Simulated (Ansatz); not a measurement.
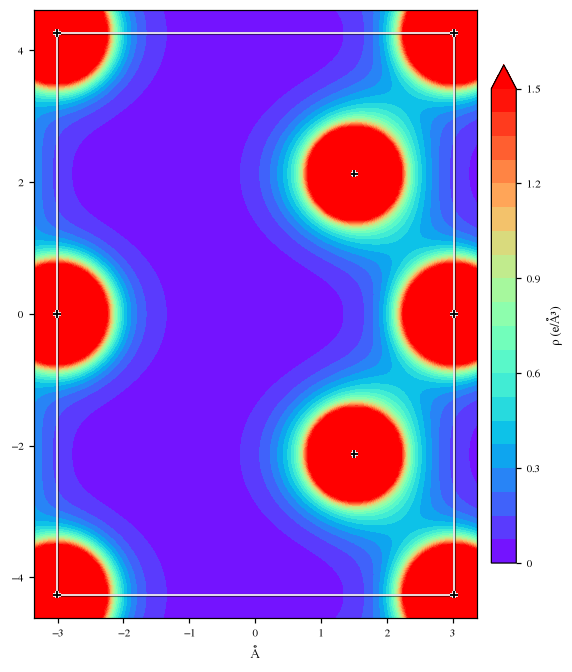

The valence charge density (pseudo) on a plane through atoms (crosses mark nuclei in the plane).

Level of theory: Ansatz, DFT LDA, scalar-relativistic, plane waves, PAW.

Candidates:
A. SiC, a = 3.06 Å, b = 3.06 Å, c = 15.01 Å, α = 90.00°, β = 90.00°, γ = 120.00°. Space group P6₃mc; a structure from a database of computed crystals, not necessarily the ambient phase.
B. InAs, a = 6.03 Å, b = 6.03 Å, c = 6.03 Å, α = 90.00°, β = 90.00°, γ = 90.00°. Space group F-43m.
C. Si, a = 6.69 Å, b = 6.69 Å, c = 3.86 Å, α = 90.00°, β = 90.00°, γ = 90.00°. Space group I4/mmm; a structure from a database of computed crystals, not necessarily the ambient phase; computed pressure about −3 GPa in this cell.

> Which candidate gave the map?

Candidate B: InAs on the (110) plane of the conventional cell, which holds In and As. In–As (2.61 Å): ρ is about 0.42 e/Å³ halfway.
